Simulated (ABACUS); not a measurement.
**Run report: SiC, single-point calculation at one volume of an equation of state (part 1 of 2)**

The run: single-point calculation at one volume of an equation of state of SiC (P6₃mc, 8 atoms in the cell). Method and program: Kohn-Sham DFT of a periodic cell, PBEsol, GBRV ultrasoft 1.5 PBE, no spin polarisation (ABACUS 3.10.1).

The structure derives from a Materials Project entry. It belongs to a series of runs on one base structure; here: volume scaled by 1.02.

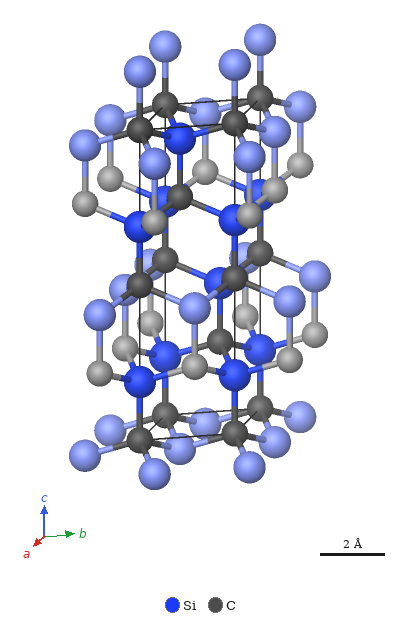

Figure 1. The input geometry (ball-and-stick view of the cell of the calculation, seen slightly off an axis; neighbours outside the cell are drawn fainter).

Input file
```
INPUT_PARAMETERS
suffix              SiC
calculation         scf
basis_type          pw
pseudo_dir          ./
symmetry            1
dft_functional      pbesol
ecutwfc             40
pseudo_rcut         10
nspin               1
nbands              20
ks_solver           dav
smearing_method     fd
smearing_sigma      0.00367493
scf_thr             1e-08
scf_nmax            100
mixing_type         broyden
mixing_beta         0.7
cal_force           1
cal_stress          1
ecutrho             320
kpar                4
```

File STRU
```
ATOMIC_SPECIES
Si 28.0850 si_pbe_v1.uspp.F.UPF
C 12.0110 c_pbe_v1.2.uspp.F.UPF

LATTICE_CONSTANT
1.8897261246

LATTICE_VECTORS
3.0960635787 0.0000000000 0.0000000000
-1.5480317893 2.6812697109 0.0000000000
0.0000000000 0.0000000000 10.1373414467

ATOMIC_POSITIONS
Direct

Si
0.0
4
0.0000000000 0.0000000000 0.1878943800 1 1 1
0.0000000000 0.0000000000 0.6878943800 1 1 1
0.3333333333 0.6666666667 0.4378419800 1 1 1
0.6666666667 0.3333333333 0.9378419800 1 1 1

C
0.0
4
0.0000000000 0.0000000000 0.0004600500 1 1 1
0.0000000000 0.0000000000 0.5004600500 1 1 1
0.3333333333 0.6666666667 0.2498025900 1 1 1
0.6666666667 0.3333333333 0.7498025900 1 1 1
```

File KPT
```
K_POINTS
0
Gamma
8 8 2 0 0 0
```

Hardware: 4 threads of AMD EPYC (Zen 3), 24 GiB of memory available, shared host.

Launched with:
```bash
OMP_NUM_THREADS=1 mpirun -np 4 abacus > log
```

The program's output
```
ABACUS v3.10.1

               Atomic-orbital Based Ab-initio Computation at UStc

 ------------------------------------------------------------------------------------

 READING GENERAL INFORMATION
                           global_out_dir = OUT.SiC/
                           global_in_card = INPUT
                               pseudo_dir = ./
                              orbital_dir =
                                    DSIZE = 4
                                    GSIZE = 1

 READING UNITCELL INFORMATION
                                    ntype = 2
                  lattice constant (Bohr) = 1.88973
              lattice constant (Angstrom) = 1

 READING ATOM TYPE 1
                               atom label = Si
                      L=0, number of zeta = 1
                      L=1, number of zeta = 1
                      L=2, number of zeta = 1
             number of atom for this type = 4

 READING ATOM TYPE 2
                               atom label = C
                      L=0, number of zeta = 1
                      L=1, number of zeta = 1
                      L=2, number of zeta = 1
             number of atom for this type = 4

                        TOTAL ATOM NUMBER = 8
DIRECT COORDINATES
    atom                   x                   y                   z     mag                  vx                  vy                  vz
taud_Si1            0.0000000000        0.0000000000        0.1878943800  0.0000        0.0000000000        0.0000000000        0.0000000000
taud_Si2            0.0000000000        0.0000000000        0.6878943800  0.0000        0.0000000000        0.0000000000        0.0000000000
taud_Si3            0.3333333333        0.6666666667        0.4378419800  0.0000        0.0000000000        0.0000000000        0.0000000000
taud_Si4            0.6666666667        0.3333333333        0.9378419800  0.0000        0.0000000000        0.0000000000        0.0000000000
taud_C1            0.0000000000        0.0000000000        0.0004600500  0.0000        0.0000000000        0.0000000000        0.0000000000
taud_C2            0.0000000000        0.0000000000        0.5004600500  0.0000        0.0000000000        0.0000000000        0.0000000000
taud_C3            0.3333333333        0.6666666667        0.2498025900  0.0000        0.0000000000        0.0000000000        0.0000000000
taud_C4            0.6666666667        0.3333333333        0.7498025900  0.0000        0.0000000000        0.0000000000        0.0000000000

                          Volume (Bohr^3) = 567.899
                             Volume (A^3) = 84.1538

 Lattice vectors: (Cartesian coordinate: in unit of a_0)
             +3.09606                  +0                  +0
             -1.54803            +2.68127                  +0
                   +0                  +0            +10.1373
 Reciprocal vectors: (Cartesian coordinate: in unit of 2 pi/a_0)
            +0.322991           +0.186479                  -0
                   -0           +0.372958                  -0
                   +0                  -0          +0.0986452
 The esolver type has been set to : ksdft_pw

                PAO radial cut off (Bohr) = 10

 Read in pseudopotential file is si_pbe_v1.uspp.F.UPF
                     pseudopotential type = US
          exchange-correlation functional = PBE
                 nonlocal core correction = 1
                        valence electrons = 4
                                     lmax = 2
                           number of zeta = 2
                     number of projectors = 6
                           L of projector = 0
                           L of projector = 0
                           L of projector = 1
                           L of projector = 1
                           L of projector = 2
                           L of projector = 2
 XC functional updated to : pbesol
          exchange-correlation functional = PBESOL
                PAO radial cut off (Bohr) = 10

 Read in pseudopotential file is c_pbe_v1.2.uspp.F.UPF
                     pseudopotential type = US
          exchange-correlation functional = PBE
                 nonlocal core correction = 1
                        valence electrons = 4
                                     lmax = 1
                           number of zeta = 2
                     number of projectors = 4
                           L of projector = 0
                           L of projector = 0
                           L of projector = 1
                           L of projector = 1
 XC functional updated to : pbesol
          exchange-correlation functional = PBESOL
     initial pseudo atomic orbital number = 32

 SETUP THE ELECTRONS NUMBER
            electron number of element Si = 4
      total electron number of element Si = 16
             electron number of element C = 4
       total electron number of element C = 16
            AUTOSET number of electrons:  = 32
                           occupied bands = 16
                                   NBANDS = 20
                                   NLOCAL = 72

 SETUP THE PLANE WAVE BASIS
 energy cutoff for charge/potential (unit:Ry) = 160
            fft grid for charge/potential = [ 24, 24, 80 ]
                        fft grid division = [ 1, 1, 1 ]
        big fft grid for charge/potential = [ 36, 36, 120 ]
                                     nbxx = 155520
                                     nrxx = 46080

 SETUP PLANE WAVES FOR CHARGE/POTENTIAL
                    number of plane waves = 19451
                         number of sticks = 379

 PARALLEL PW FOR CHARGE/POTENTIAL
     PROC   COLUMNS(POT)             PW
        1            379          19451
 --------------- sum -------------------
        1            379          19451
                            number of |g| = 1047
                                  max |g| = 14.4687
                                  min |g| = 0

 energy cutoff for dense charge/potential (unit:Ry) = 320
      fft grid for dense charge/potential = [ 36, 36, 120 ]
                                     nrxx = 155520

 SETUP PLANE WAVES FOR dense CHARGE/POTENTIAL
                    number of plane waves = 54865
                         number of sticks = 757

 PARALLEL PW FOR dense CHARGE/POTENTIAL
     PROC   COLUMNS(POT)             PW
        1            757          54865
 --------------- sum -------------------
        1            757          54865
                            number of |g| = 2646
                                  max |g| = 28.942
                                  min |g| = 0

----------- Double Check Mixing Parameters Begin ------------
mixing_type: broyden
mixing_beta: 0.7
mixing_gg0: 1
mixing_gg0_min: 0.1
mixing_ndim: 8
----------- Double Check Mixing Parameters End ------------

 LATTICE VECTORS: (CARTESIAN COORDINATE: IN UNIT OF A0)
             +3.09606                  +0                  +0
             -1.54803            +2.68127                  +0
                   +0                  +0            +10.1373
                       right hand lattice = 1
                                   NORM_A = 3.09606
                                   NORM_B = 3.09606
                                   NORM_C = 10.1373
                           ALPHA (DEGREE) = 90
                           BETA  (DEGREE) = 90
                           GAMMA (DEGREE) = 120

 The lattice vectors have been changed (STRU_SIMPLE.cif)

(for optimal symmetric configuration:)
                             BRAVAIS TYPE = 4
                     BRAVAIS LATTICE NAME = 04. Hexagonal cell
                                    ibrav = 4
                                    IBRAV = 4
                                  BRAVAIS = HEXAGONAL CELL
                       LATTICE CONSTANT A = 3.09606
                                C/A RATIO = 3.27427
Original cell was already a primitive cell.
                        ROTATION MATRICES = 24
              PURE POINT GROUP OPERATIONS = 6
                   SPACE GROUP OPERATIONS = 12
                                       C2 = 0
                                       C3 = 2
                                       C4 = 0
                                       C6 = 0
                                       S1 = 3
                                       S3 = 0
                                       S4 = 0
                                       S6 = 0
                              POINT GROUP = C_3v
                                       C2 = 1
                                       C3 = 2
                                       C4 = 0
                                       C6 = 2
                                       S1 = 6
                                       S3 = 0
                                       S4 = 0
                                       S6 = 0
               POINT GROUP IN SPACE GROUP = C_6v

 SETUP K-POINTS
                                    nspin = 1
                   Input type of k points = Monkhorst-Pack(Gamma)
                                   nkstot = 128
                       right hand lattice = 1
(for reciprocal lattice: )
                             BRAVAIS TYPE = 4
                     BRAVAIS LATTICE NAME = 04. Hexagonal cell
                                    ibrav = 4
                       right hand lattice = 1
(for k-lattice: )
                             BRAVAIS TYPE = 4
                     BRAVAIS LATTICE NAME = 04. Hexagonal cell
                                    ibrav = 4
                       right hand lattice = 1
                        ROTATION MATRICES = 24
                               nkstot_ibz = 20
K-POINTS REDUCTION ACCORDING TO SYMMETRY
     IBZ    DIRECT_X    DIRECT_Y    DIRECT_Z  WEIGHT  ibz2bz
       1  0.00000000  0.00000000  0.00000000  0.0078       0
       2 -0.12500000  0.12500000  0.00000000  0.0469       1
       3 -0.25000000  0.25000000  0.00000000  0.0469       2
       4 -0.37500000  0.37500000  0.00000000  0.0469       3
       5  0.50000000  0.50000000  0.00000000  0.0234       4
       6 -0.12500000  0.25000000  0.00000000  0.0469       9
       7 -0.25000000  0.37500000  0.00000000  0.0938      10
       8  0.50000000  0.37500000  0.00000000  0.0938      11
       9  0.50000000  0.25000000  0.00000000  0.0469      18
      10  0.37500000  0.37500000  0.00000000  0.0469      19
      11  0.00000000  0.00000000  0.50000000  0.0078      64
      12 -0.12500000  0.12500000  0.50000000  0.0469      65
      13 -0.25000000  0.25000000  0.50000000  0.0469      66
      14 -0.37500000  0.37500000  0.50000000  0.0469      67
      15  0.50000000  0.50000000  0.50000000  0.0234      68
      16 -0.12500000  0.25000000  0.50000000  0.0469      73
      17 -0.25000000  0.37500000  0.50000000  0.0938      74
      18  0.50000000  0.37500000  0.50000000  0.0938      75
      19  0.50000000  0.25000000  0.50000000  0.0469      82
      20  0.37500000  0.37500000  0.50000000  0.0469      83

                               nkstot now = 20
[... K-POINTS DIRECT COORDINATES: 20 rows ...]

           k-point number in this process = 5
       minimum distributed K point number = 5
[... stars of the k points ...]

[... K-POINTS CARTESIAN COORDINATES: 5 rows ...]

[... K-POINTS DIRECT COORDINATES: 5 rows ...]

 SETUP PLANE WAVES FOR WAVE FUNCTIONS
     energy cutoff for wavefunc (unit:Ry) = 40
              fft grid for wave functions = [ 24, 24, 80 ]
                    number of plane waves = 3861
                         number of sticks = 121

 PARALLEL PW FOR WAVE FUNCTIONS
     PROC   COLUMNS(POT)             PW
        1            121           3861
 --------------- sum -------------------
        1            121           3861

 SETUP NONLOCAL PSEUDOPOTENTIALS IN PLANE WAVE BASIS
 Si non-local projectors:
 projector 1 L=0
 projector 2 L=0
 projector 3 L=1
 projector 4 L=1
 projector 5 L=2
 projector 6 L=2
 C non-local projectors:
 projector 1 L=0
 projector 2 L=0
 projector 3 L=1
 projector 4 L=1
      TOTAL NUMBER OF NONLOCAL PROJECTORS = 104

 Init Non-Local PseudoPotential table :
 Init Non-Local-Pseudopotential done.

                                     npwx = 2452

 Make real space PAO into reciprocal space.
       max mesh points in Pseudopotential = 717
     dq(describe PAO in reciprocal space) = 0.01
                                    max q = 763

 number of pseudo atomic orbitals for Si is 2
WARNING: norm of atomic wavefunction # 2 of atomic type Si is 0.999833, renormalized

 number of pseudo atomic orbitals for C is 2
WARNING: norm of atomic wavefunction # 2 of atomic type C is 0.99999, renormalized

 -------------------------------------------
 SELF-CONSISTENT
 -------------------------------------------
                                 init_chg = atomic

 PW ALGORITHM --------------- ION=   1  ELEC=   1--------------------------------

 Density error is 1.56717412542
                          Error Threshold = 0.01
----------------------------------------------------------
     Energy           Rydberg                 eV
```
